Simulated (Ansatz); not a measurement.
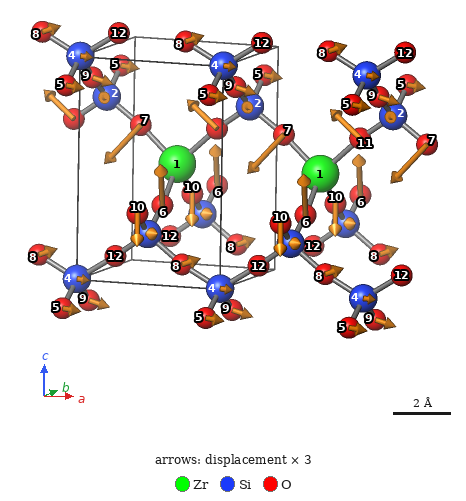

A relaxation of crystalline ZrSi₃O₈ (a generated structure, set up in P1) (coarse preliminary run). The starting structure is drawn; orange arrows show the displacements (the part carried along by the change of the cell is left out), 3 times their true length.

The picture is a ball-and-stick view of the cell of the calculation, repeated 2 × 1 × 1 with one cell outlined, seen slightly off an axis.

Method: DFT PBE, scalar-relativistic, plane waves, PAW (Ansatz). Set-up: plane-wave cutoff 420 eV; k-point mesh 4 × 4 × 2; occupations gaussian; smearing width 0.1 eV; no spin polarisation; cell and atoms relaxed; force threshold 0.025 eV/Å; at most 60 steps.

### What happened in the run?

An O atom moves most relative to the cell: 0.74 Å along [−3 1 −2]. By element the largest moves are O 0.74 Å, Si 0.22 Å, Zr 0.15 Å. The volume changes by −10.0 %, with a 5.469 → 5.380 Å (−1.6 %), b 5.641 → 5.386 Å (−4.5 %), c 7.994 → 7.650 Å (−4.3 %), α 87.4° → 90.0°, β 90.9° → 90.0°, γ 90.5° → 89.2°. Among the contacts that change: O–Si 1.773 → 1.627 Å, O–Si 1.507 → 1.626 Å, O–Si 1.528 → 1.631 Å, O–Si 1.703 → 1.629 Å. Bond angles that change, for instance: Zr–O–Si 172.8° → 141.0°, Zr–O–Si 172.2° → 141.2°, Zr–O–Si 173.4° → 144.2°. The space group stays P1 (No. 1). The energy falls by 1.360 eV per cell of the calculation in 11 accepted moves (16 points after the start). Largest force component: 5.1 eV/Å at the start, 0.015 eV/Å at the end. The pressure goes from 0.03 to −0.12 GPa. The line search rejected the trial steps at points 8, 10, 12 of the run. At 2 points the geometry stayed and the basis and grid were re-selected for the new cell (energy shift of 31.5 meV per cell of the calculation at most each time).
